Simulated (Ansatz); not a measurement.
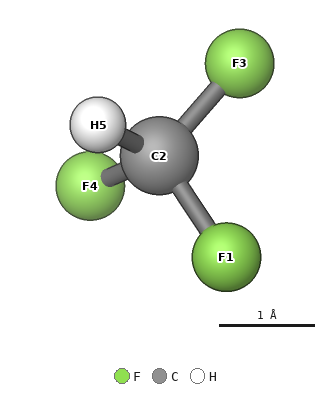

*The structure as given in the input (ball-and-stick view, seen at a tilt; atoms are numbered from 1 in the order of the input).*

Bond lengths as drawn: C–F 1.33 Å and C–H 1.09 Å.

## Single-point calculation, with input and output: CHF3

- system: CHF3
- method: RKS wB97M-V/def2-QZVPP (Ansatz 0.2.0)

The geometry comes from this level: PBE0-D4/def2-TZVP.

**Input**
```yaml
crystal:
  periodic: [false, false, false]
  atoms:
    - {symbol: F, position_ang: [-0.668654, -0.329700, 1.079191]}
    - {symbol: C, position_ang: [0.019501, 0.056359, 0.006823]}
    - {symbol: F, position_ang: [1.047346, -0.773770, -0.157468]}
    - {symbol: F, position_ang: [-0.772567, -0.035087, -1.059417]}
    - {symbol: H, position_ang: [0.374374, 1.082208, 0.130871]}
basis:
  gaussian: {orbitals: "def2-QZVPP.json"}
hamiltonian: {xc: {name: wB97M-V}}
output: {orbitals: {seedname: orbitals}}
```

Command:
```bash
ansatz run in.yaml --threads 4 --pin off --events-out ev --progress --plain --max-ram 10444MiB
```

**Log**
```
Functional definition: wB97M-V
  name "wB97M-V"
  cite "Mardirossian & Head-Gordon, J. Chem. Phys. 144, 214110 (2016) doi:10.1063/1.4952647"
  cite "Becke, J. Chem. Phys. 107, 8554 (1997) doi:10.1063/1.475007"
  cite "Vydrov & Van Voorhis, J. Chem. Phys. 133, 244103 (2010) doi:10.1063/1.3521275"
  # Of w^i u^j: cxij and so on, Table III.
  parameter omega = 0.3/bohr
  parameter cx = 0.15
  parameter cx01 = 1.007
  parameter cx10 = 0.259
  parameter css00 = 0.443
  parameter css04 = -1.437
  parameter css10 = -4.535
  parameter css20 = -3.390
  parameter css43 = 4.278
  parameter cos00 = 1.000
  parameter cos10 = 1.358
  parameter cos20 = 2.924
  parameter cos21 = -8.812
  parameter cos60 = -1.390
  parameter cos61 = 9.142
  parameter b = 6.0
  parameter c = 0.01
  gx(w, u) = 1 - cx + cx01*u + cx10*w
  gss(w, u) = css00 + css04*u^4 + css10*w + css20*w^2 + css43*w^4*u^3
  gos(w, u) = cos00 + cos10*w + (cos20 + cos21*u)*w^2 + (cos60 + cos61*u)*w^6
  exchange = spin_sum(e_x_unif_sr(omega)*gx(b97_w, b97_u_x)) + cx*exact_x_sr(omega) + exact_x_lr(omega)
  correlation = spin_sum(e_c_pw_mod_same_spin*gss(b97_w, b97_u_same))
      + integral(e_c_pw_mod_opposite_spin*gos(b97_w_opposite, b97_u_opposite)) + vv10(b, c)
794 factors; their error is unknown
146 factors; integrals over basis functions are off by at most 5.9e-6 eV
mean field evaluation 1: about -9204.0720 eV, gradient 4.0e1 eV
mean field evaluation 2: about -9204.0500 eV, gradient 4.4e1 eV
mean field evaluation 4: about -9206.3332 eV, gradient 3.6e-1 eV
mean field evaluation 8: about -9206.3257 eV, gradient 1.7e-2 eV
mean field evaluation 16: about -9206.3257 eV, gradient 7.5e-6 eV
mean field -9206.32568655 eV, -338.3262287090 hartree, gradient 7.5e-6 eV, S^2 0.000000; 0 other end points of the search recorded, 0 dependent functions left out
reference -9206.32571907 eV, -338.3262299040 hartree; 17, 17 occupied and 241, 241 virtual orbitals, 794 factors
Total energy: -9206.32571907 eV, -338.3262299040 hartree
```

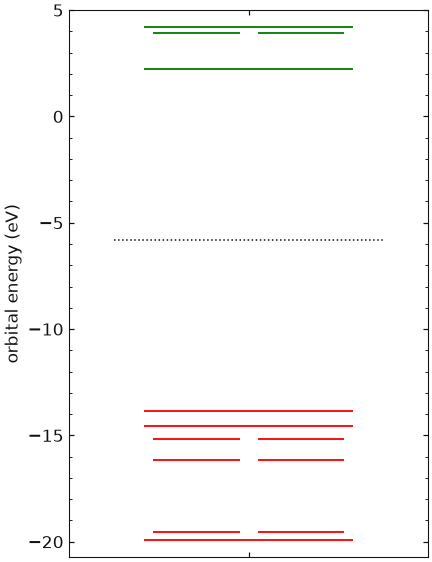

*Orbital energies near the frontier; the dotted line parts filled from empty levels, and levels within 0.02 eV of each other stand side by side.*

Highest filled −13.86 eV, lowest empty 2.25 eV, 16.11 eV apart.

**Results in brief**

```json
{"quantity": "outcome", "value": "converged"}
{"quantity": "total energy", "value": "−9206.3257 eV"}
{"quantity": "SCF solution under orbital rotations", "value": "stable"}
{"quantity": "HOMO", "value": "−13.86 eV"}
{"quantity": "LUMO", "value": "2.25 eV"}
{"quantity": "hardware", "value": "4 threads of Arm Neoverse V2, 23 GiB of memory available, shared host"}
{"quantity": "wall time", "value": "3.6 s (CPU time 13 s)"}
{"quantity": "peak memory", "value": "0.6 GiB"}
```
